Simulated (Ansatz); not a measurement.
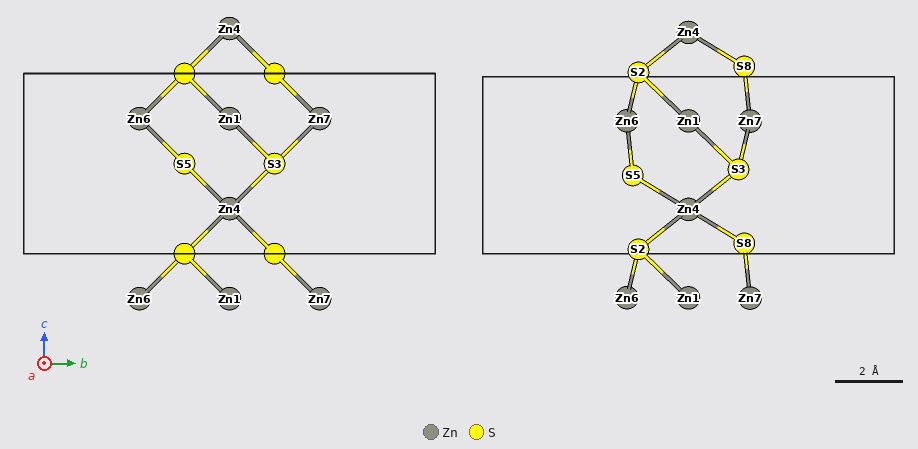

Two geometries of a wire of composition ZnS, drawn at one scale. One is the start of a relaxation, the other its converged end. A ball-and-stick model of the cell of the calculation, with the vacuum cut short, seen along the a axis.

The calculation used DFT PBE, scalar-relativistic, plane waves, PAW in Ansatz. Set-up: plane-wave cutoff 420 eV; k-point mesh 1 × 1 × 6; occupations gaussian; smearing width 0.05 eV; collinear spin; cell relaxed at fixed a, b, alpha, beta, gamma; force threshold 0.02 eV/Å; at most 45 steps.

> Which of the two is the end point?

The right one is the relaxed one. Case: wire along [0 0 1], 8 atoms a period. The largest moves relative to the layer's centre, 0.86 Å, are those of Zn6 and Zn7. Largest moves by element: Zn 0.86 Å, S 0.45 Å. Along the periodic axis the drawn cell goes c 5.443 → 5.347 Å (−1.8 %). Near-neighbour distances that change, for instance: S2–Zn4 2.357 → 2.646 Å, S5–Zn6 2.357 → 2.116 Å, Zn1–S2 2.357 → 2.166 Å, S2–Zn6 2.357 → 2.220 Å. Among the angles between lasting bonds that change: S3–Zn7–S8 109.5° → 163.1°, S2–Zn1–S3 109.5° → 152.8°, Zn1–S3–Zn7 109.5° → 80.7°. The energy falls by 3.581 eV per cell of the calculation in 7 accepted moves (8 points after the start). Largest force component: 2.2 eV/Å at the start, 0.019 eV/Å at the end. At 1 point the geometry stayed and the basis and grid were re-selected for the new cell (energy shift of 1.0 meV per cell of the calculation at most each time). The program noted that the starting moments weren't kept.
